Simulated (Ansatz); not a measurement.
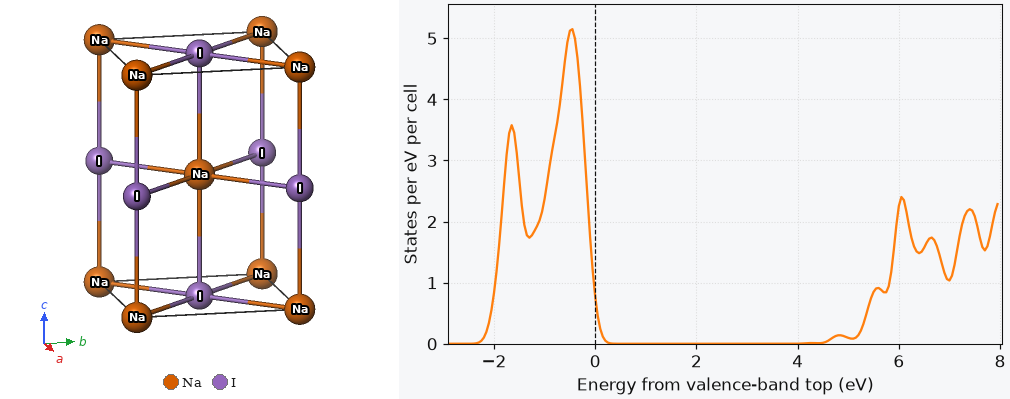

Describe the figure.

Density of states of NaI, space group I4/mmm, 2 atoms in the cell, rocksalt type, uniaxial (x) strain +5.0%, beside the structure. Method: DFT, r2SCAN, plane waves, PAW, no spin polarisation, 8×8×8 k mesh (Ansatz). Energies are counted from the top of the valence band. The curve is built from the levels of the k mesh with Gaussians 0.3 eV wide, which also blur the band edges.

There is a gap; over the k points computed it is 4.28 eV (direct among those points). The upper group of valence states starts about 2.1 eV under the valence-band top, with a gap beneath it; it holds about 6 electrons a cell. Within the window shown, the tallest peak of the filled states lies 0.4 eV under the valence-band top, at about 5.1 states per eV and cell.

Spin-orbit coupling is left out, which matters for I.
